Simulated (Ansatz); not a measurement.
Si$_{47}$C$_{49}$: several calculations on one system

### Relaxation

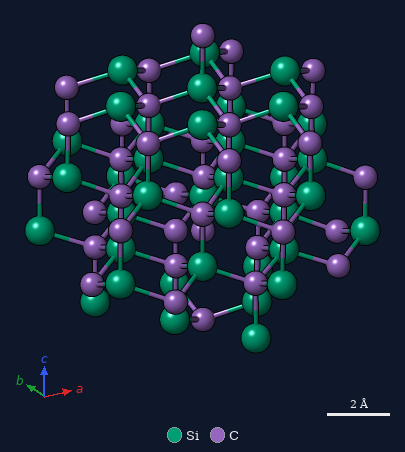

A defect cell of composition Si47C49 (cell charge +2), before the relaxation. Style: ball-and-stick. Shown: the atoms within 5.8 Å of the atom that moves most (axes of the cell of the calculation (origin shifted)), from a free direction.

The calculation used DFT, PBEsol, PAW, plane waves in Ansatz.

Set-up: plane-wave cutoff 420 eV; k-point mesh 1 × 1 × 1; mesh shifted by (0.25, 0.25, 0.25); collinear spin; atoms relaxed in a fixed cell; force threshold 0.03 eV/Å; at most 80 steps.

```
Si C
1.0
     9.23420    0.00000    0.00000
     0.00000   10.66274    0.00000
     0.00000    0.00000   10.07595
Si C
47 49
Direct
  0.99794 0.00146 0.50053
  0.33169 0.00355 0.49923
  0.16722 0.24965 0.50022
  0.99899 0.50018 0.49922
  0.66579 0.99993 0.50293
  0.50146 0.24973 0.49689
  0.16645 0.74941 0.49721
  0.83222 0.24984 0.50130
  0.66803 0.50116 0.50030
  0.50158 0.74792 0.49701
  0.83114 0.74816 0.49904
  0.00168 0.16816 0.24754
  0.33196 0.16729 0.24804
  0.16492 0.41800 0.24886
  0.00218 0.66505 0.24758
  0.66488 0.16625 0.24500
  0.50054 0.41823 0.24929
  0.32866 0.66796 0.24932
  0.16810 0.91971 0.25049
  0.83385 0.41500 0.24936
  0.66743 0.66639 0.24747
  0.50034 0.91844 0.24810
  0.83536 0.91814 0.25363
  0.16832 0.08656 0.74928
  0.99892 0.33314 0.75015
  0.50067 0.08386 0.75021
  0.33126 0.33526 0.74972
  0.16738 0.58382 0.75248
  0.00058 0.83579 0.74958
  0.83340 0.08624 0.75251
  0.67188 0.33400 0.75158
  0.50217 0.58429 0.74840
  0.33664 0.83432 0.74789
  0.83387 0.58235 0.74901
  0.66614 0.83075 0.74923
  0.00031 0.00191 0.00073
  0.33302 0.99955 0.00171
  0.16780 0.25041 0.99889
  0.99837 0.50006 0.00015
  0.66656 0.00194 0.99639
  0.49879 0.25098 0.00112
  0.33091 0.50066 0.00244
  0.16843 0.74768 0.00119
  0.83688 0.24613 0.99784
  0.66705 0.49648 0.00026
  0.50389 0.74860 0.99998
  0.83209 0.74780 0.00114
  0.33466 0.50104 0.49964
  0.99682 0.00053 0.18784
  0.33203 0.00280 0.19166
  0.16557 0.25030 0.18825
  0.99869 0.49823 0.18819
  0.67010 0.99834 0.18675
  0.49945 0.24992 0.18651
  0.33273 0.49853 0.18729
  0.16551 0.75314 0.18733
  0.82773 0.25049 0.18682
  0.66856 0.50059 0.18922
  0.50009 0.74886 0.18926
  0.83265 0.75059 0.18286
  0.00058 0.99844 0.69061
  0.33249 0.99899 0.68596
  0.16798 0.24911 0.68394
  0.00078 0.50022 0.68401
  0.66432 0.99669 0.68798
  0.50269 0.25299 0.68784
  0.33845 0.49726 0.68911
  0.16304 0.74876 0.68805
  0.83471 0.25156 0.68795
  0.66690 0.49920 0.68911
  0.49628 0.74885 0.69105
  0.83163 0.75104 0.68805
  0.00298 0.16625 0.43749
  0.33295 0.17093 0.44015
  0.16894 0.41581 0.43928
  0.00268 0.66493 0.44086
  0.66758 0.16506 0.44048
  0.50163 0.41603 0.44040
  0.33173 0.66441 0.43731
  0.16667 0.91775 0.43618
  0.82889 0.41943 0.43553
  0.67059 0.66906 0.43898
  0.49784 0.91666 0.43871
  0.83071 0.91535 0.43992
  0.16800 0.08406 0.93502
  0.00120 0.33273 0.93264
  0.49747 0.08313 0.93576
  0.33247 0.33393 0.93590
  0.16700 0.58293 0.94011
  0.99978 0.83802 0.93769
  0.83550 0.08342 0.93673
  0.66645 0.33244 0.93849
  0.49979 0.58377 0.93868
  0.33221 0.83203 0.93754
  0.83787 0.58124 0.93754
  0.66834 0.83192 0.94183
```

Q: Predict the outcome.

A: The atom that moves furthest is C67 (0.26 Å roughly along [−1 0 −3]). By element the largest moves are C 0.26 Å, Si 0.09 Å. The cell stays as it was. Near-neighbour distances that change, for instance: C48–C67 1.910 → 1.642 Å, C48–C75 1.881 → 1.647 Å, C48–C78 1.886 → 1.675 Å, C48–C79 1.852 → 1.660 Å. Bond angles that change, for instance: Si27–C67–Si32 113.0° → 103.8°, C67–Si32–C93 108.0° → 115.3°, Si6–C78–Si9 111.2° → 103.9°. The energy falls by 2.898 eV per cell of the calculation in 5 geometry steps. Largest force component: 2.9 eV/Å at the start, 0.027 eV/Å at the end. The program noted that the starting moments weren't kept.

The end point in the same view:

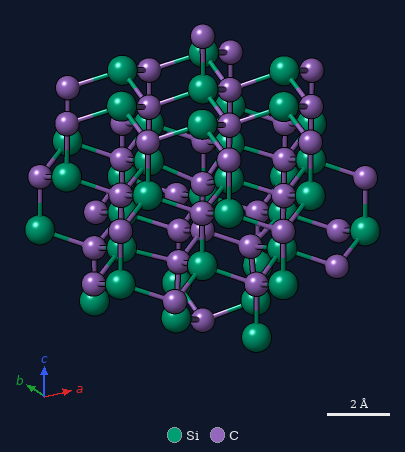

Limits of the set-up: the cell is charged, on a uniform background, and energies carry no finite-size correction.

### Relaxation

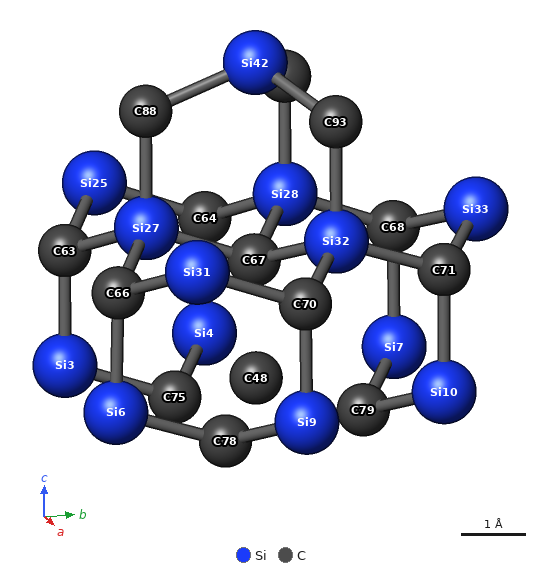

This is the input geometry for a relaxation of a defect cell of composition Si$_{47}$C$_{49}$ (cell charge −2). Style: ball-and-stick. Shown: the atoms within 4.2 Å of the atom that moves most (axes of the cell of the calculation (origin shifted)), slightly off an axis.

Computed with DFT, PBEsol, PAW, plane waves (Ansatz).

Set-up: plane-wave cutoff 420 eV; k-point mesh 1 × 1 × 1; mesh shifted by (0.25, 0.25, 0.25); collinear spin; atoms relaxed in a fixed cell; force threshold 0.03 eV/Å; at most 80 steps.

```
CELL_PARAMETERS angstrom
9.23420 0.00000 0.00000
0.00000 10.66274 0.00000
0.00000 0.00000 10.07595
ATOMIC_POSITIONS crystal
Si 0.99794 0.00146 0.50053
Si 0.33169 0.00355 0.49923
Si 0.16722 0.24965 0.50022
Si 0.99899 0.50018 0.49922
Si 0.66579 0.99993 0.50293
Si 0.50146 0.24973 0.49689
Si 0.16645 0.74941 0.49721
Si 0.83222 0.24984 0.50130
Si 0.66803 0.50116 0.50030
Si 0.50158 0.74792 0.49701
Si 0.83114 0.74816 0.49904
Si 0.00168 0.16816 0.24754
Si 0.33196 0.16729 0.24804
Si 0.16492 0.41800 0.24886
Si 0.00218 0.66505 0.24758
Si 0.66488 0.16625 0.24500
Si 0.50054 0.41823 0.24929
Si 0.32866 0.66796 0.24932
Si 0.16810 0.91971 0.25049
Si 0.83385 0.41500 0.24936
Si 0.66743 0.66639 0.24747
Si 0.50034 0.91844 0.24810
Si 0.83536 0.91814 0.25363
Si 0.16832 0.08656 0.74928
Si 0.99892 0.33314 0.75015
Si 0.50067 0.08386 0.75021
Si 0.33126 0.33526 0.74972
Si 0.16738 0.58382 0.75248
Si 0.00058 0.83579 0.74958
Si 0.83340 0.08624 0.75251
Si 0.67188 0.33400 0.75158
Si 0.50217 0.58429 0.74840
Si 0.33664 0.83432 0.74789
Si 0.83387 0.58235 0.74901
Si 0.66614 0.83075 0.74923
Si 0.00031 0.00191 0.00073
Si 0.33302 0.99955 0.00171
Si 0.16780 0.25041 0.99889
Si 0.99837 0.50006 0.00015
Si 0.66656 0.00194 0.99639
Si 0.49879 0.25098 0.00112
Si 0.33091 0.50066 0.00244
Si 0.16843 0.74768 0.00119
Si 0.83688 0.24613 0.99784
Si 0.66705 0.49648 0.00026
Si 0.50389 0.74860 0.99998
Si 0.83209 0.74780 0.00114
C 0.33466 0.50104 0.49964
C 0.99682 0.00053 0.18784
C 0.33203 0.00280 0.19166
C 0.16557 0.25030 0.18825
C 0.99869 0.49823 0.18819
C 0.67010 0.99834 0.18675
C 0.49945 0.24992 0.18651
C 0.33273 0.49853 0.18729
C 0.16551 0.75314 0.18733
C 0.82773 0.25049 0.18682
C 0.66856 0.50059 0.18922
C 0.50009 0.74886 0.18926
C 0.83265 0.75059 0.18286
C 0.00058 0.99844 0.69061
C 0.33249 0.99899 0.68596
C 0.16798 0.24911 0.68394
C 0.00078 0.50022 0.68401
C 0.66432 0.99669 0.68798
C 0.50269 0.25299 0.68784
C 0.33845 0.49726 0.68911
C 0.16304 0.74876 0.68805
C 0.83471 0.25156 0.68795
C 0.66690 0.49920 0.68911
C 0.49628 0.74885 0.69105
C 0.83163 0.75104 0.68805
C 0.00298 0.16625 0.43749
C 0.33295 0.17093 0.44015
C 0.16894 0.41581 0.43928
C 0.00268 0.66493 0.44086
C 0.66758 0.16506 0.44048
C 0.50163 0.41603 0.44040
C 0.33173 0.66441 0.43731
C 0.16667 0.91775 0.43618
C 0.82889 0.41943 0.43553
C 0.67059 0.66906 0.43898
C 0.49784 0.91666 0.43871
C 0.83071 0.91535 0.43992
C 0.16800 0.08406 0.93502
C 0.00120 0.33273 0.93264
C 0.49747 0.08313 0.93576
C 0.33247 0.33393 0.93590
C 0.16700 0.58293 0.94011
C 0.99978 0.83802 0.93769
C 0.83550 0.08342 0.93673
C 0.66645 0.33244 0.93849
C 0.49979 0.58377 0.93868
C 0.33221 0.83203 0.93754
C 0.83787 0.58124 0.93754
C 0.66834 0.83192 0.94183
```

Predict the outcome.

Answer. The atom that moves furthest is C67 (0.25 Å roughly along [−1 0 −3]). Largest moves by element: C 0.25 Å, Si 0.08 Å. The cell doesn't change. Among the contacts that change: C48–C67 1.910 → 1.665 Å, C48–C78 1.886 → 1.664 Å, C48–C75 1.881 → 1.669 Å, C48–C79 1.852 → 1.656 Å. Bond angles that change, for instance: Si27–C67–Si32 113.0° → 103.8°, C67–Si32–C93 108.0° → 114.9°, C67–Si28–C89 109.2° → 114.6°. The energy falls by 2.528 eV per cell of the calculation in 5 geometry steps. Largest force component: 2.2 eV/Å at the start, 0.02 eV/Å at the end. The program noted that the starting moments weren't kept. Cost: 5 s on 1 × NVIDIA GB200 with 8 threads of Arm Neoverse-V2, peak memory 1.9 GiB.

After the run, drawn alike:

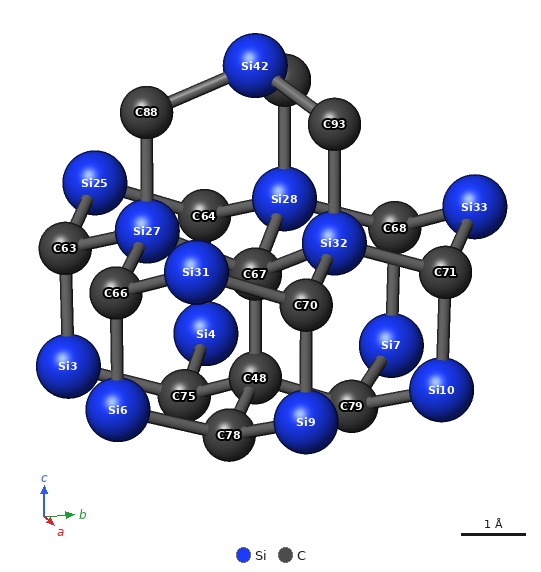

Limits of the set-up: the cell is charged, on a uniform background, and energies carry no finite-size correction.

### Defect

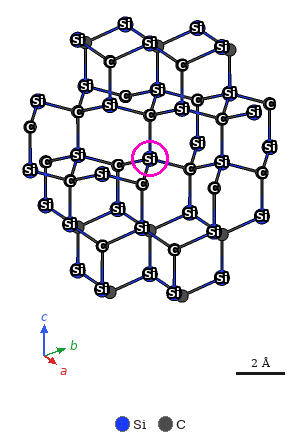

Perfect SiC. A ball-and-stick model of the atoms within 6.0 Å of one point, in a slice 5.0 Å thick across the line of sight, seen slightly off an axis.

All numbers below come from Ansatz, DFT, PBEsol, PAW, plane waves. (plane-wave cutoff 420 eV; k-point mesh 1 × 1 × 1; mesh shifted by (0.25, 0.25, 0.25); collinear spin) Fermi-Dirac smearing of 0.01 eV. A uniform background neutralises the charged cell. The axes drawn are those of the host's conventional cell.

A silicon atom is replaced by carbon at the ringed place, in charge state +2. The supercell has 96 sites, and the atoms are relaxed at the host's cell.

How do the neighbours respond?

In the host the Si atom has 4 C at 1.88 to 1.89 Å; the C atom ends with 4 C at 1.64 to 1.68 Å. Of the host's atoms, a carbon atom moves furthest from its site, by 0.24 Å. The cell ends without a net magnetic moment.

The relaxed defect, seen from the same direction:

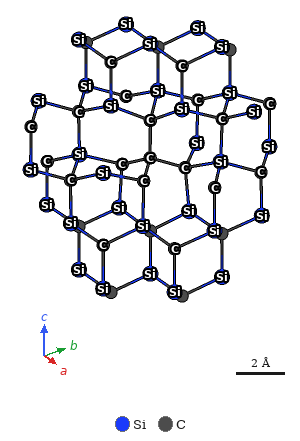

Limits of the set-up: the cell is charged, on a uniform background, and energies carry no finite-size correction.

### Defect

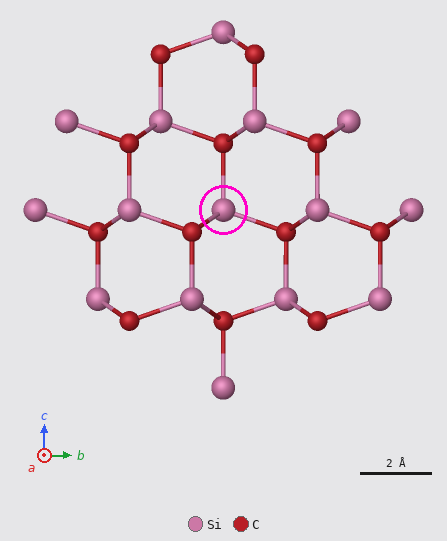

Perfect SiC. The picture is a ball-and-stick view of the atoms within 5.4 Å of one point, in a slice 4.2 Å thick across the line of sight, seen along the a axis.

The calculation used Ansatz, DFT, PBEsol, PAW, plane waves. Settings: plane-wave cutoff 420 eV; k-point mesh 1 × 1 × 1; mesh shifted by (0.25, 0.25, 0.25); collinear spin. Fermi-Dirac smearing of 0.01 eV. A uniform background neutralises the charged cell. The axes drawn are those of the host's conventional cell.

A silicon atom is replaced by carbon at the ringed place, in charge state −2. The supercell has 96 sites, and the atoms are relaxed at the host's cell.

> How do the neighbours respond?

In the host the Si atom has 4 C at 1.88 to 1.89 Å; the C atom ends with 4 C at 1.66 to 1.67 Å. Of the host's atoms, a carbon atom moves furthest from its site, by 0.23 Å. The cell ends without a net magnetic moment.

The relaxed defect, seen from the same direction:

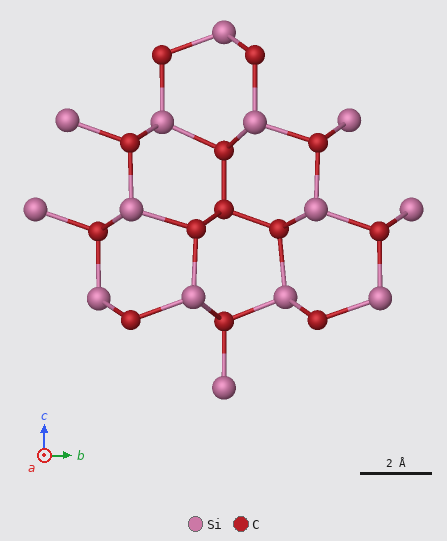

Limits of the set-up: the cell is charged, on a uniform background, and energies carry no finite-size correction.
